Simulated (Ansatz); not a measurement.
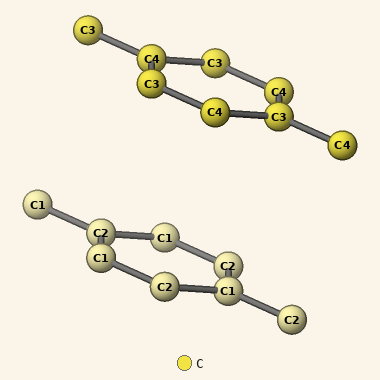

The system is a bilayer of two C sheets of the honeycomb type (4 atoms in the cell); the picture shows the structure at the first grid point; the lower layer is drawn fainter. 
- The upper layer of a bilayer is slid over the lower one; relaxed at each slide: the heights of all atoms; the origin of the map has C3 above C1.
- Places are given modulo a cell vector. The map is drawn in real space over the plane of the slide.
- The scan uses a 6 × 6 grid; 7 points were computed and 29 follow by symmetry.
- Energies: meV/Å², counted from the lowest grid point.
- Computed with DFT PBE+D3(BJ), scalar-relativistic, plane waves, PAW (Ansatz 0.2.0). Settings: cutoff 420 eV, k-mesh 15×15×1, gaussian smearing 0.1 eV, no spin polarisation.

Its coordinates:

```xyz
4
Lattice="2.4657 0.0000 0.0000 -1.2329 2.1354 0.0000 0.0000 0.0000 17.5000" Properties=species:S:1:pos:R:3 pbc="T T T"
C     0.0000    1.4236    4.5000
C     1.2329    0.7118    4.5000
C     0.0000    1.4236    8.0710
C     1.2329    0.7118    8.0710
```

Range: slide of the upper layer along the first cell vector from 0.000 to 0.833; slide of the upper layer along the second cell vector from 0.000 to 0.833.

> Predict the map.

The lowest grid point is at (2/6, 4/6) of the cell vectors; the map holds 2 wells of about this depth. It is the only kind of minimum in the scanned range. The highest grid point, (0/6, 0/6) of the cell vectors, lies 2.53 meV/Å² above the lowest. On the interpolated surface the easiest way out of the lowest well to a well of about the same depth near (4/6, 2/6) of the cell vectors passes a barrier of about 0.31 meV/Å². Facing atoms of the upper layer at the lowest point: C above C, C above a hollow; at the highest: C above C. The relaxed distance between the facing planes is 3.40 Å at the lowest and 3.57 Å at the highest point.

| second ↓, first → | 0/6 | 1/6 | 2/6 | 3/6 | 4/6 | 5/6 |
| --- | --- | --- | --- | --- | --- | --- |
| 5/6 | 2.05 | 1.22 | 0.30 | 0.30 | 1.22 | 2.05 |
| 4/6 | 0.92 | 0.30 | 0.00 | 0.30 | 0.92 | 1.22 |
| 3/6 | 0.31 | 0.30 | 0.30 | 0.31 | 0.30 | 0.30 |
| 2/6 | 0.92 | 1.22 | 0.92 | 0.30 | 0.00 | 0.30 |
| 1/6 | 2.05 | 2.05 | 1.22 | 0.30 | 0.30 | 1.22 |
| 0/6 | 2.53 | 2.05 | 0.92 | 0.31 | 0.92 | 2.05 |

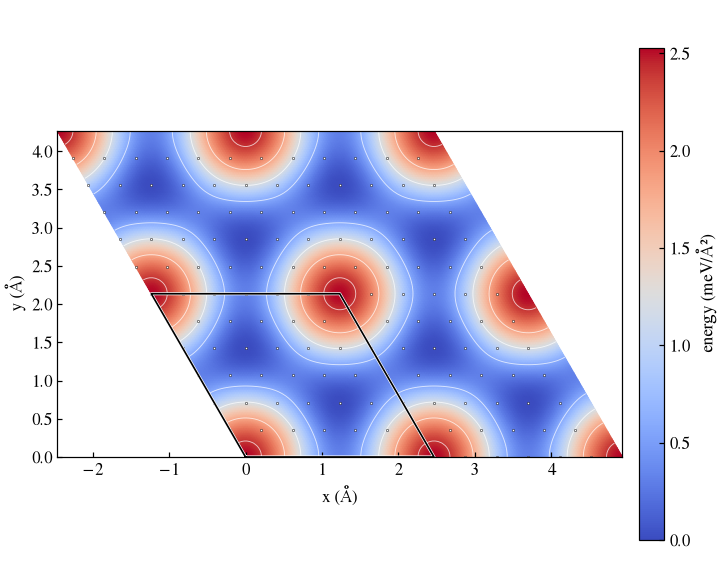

Drawn: a smooth colour map with a few white contour lines, dots at the grid points, the outline of one cell of the 2 × 2 shown. Between grid points the surface is interpolated.

Time for the 7 points that were run: 91 s on 4 threads of Intel(R) Xeon(R) Platinum 8488C (Sapphire Rapids), with other jobs on the host.
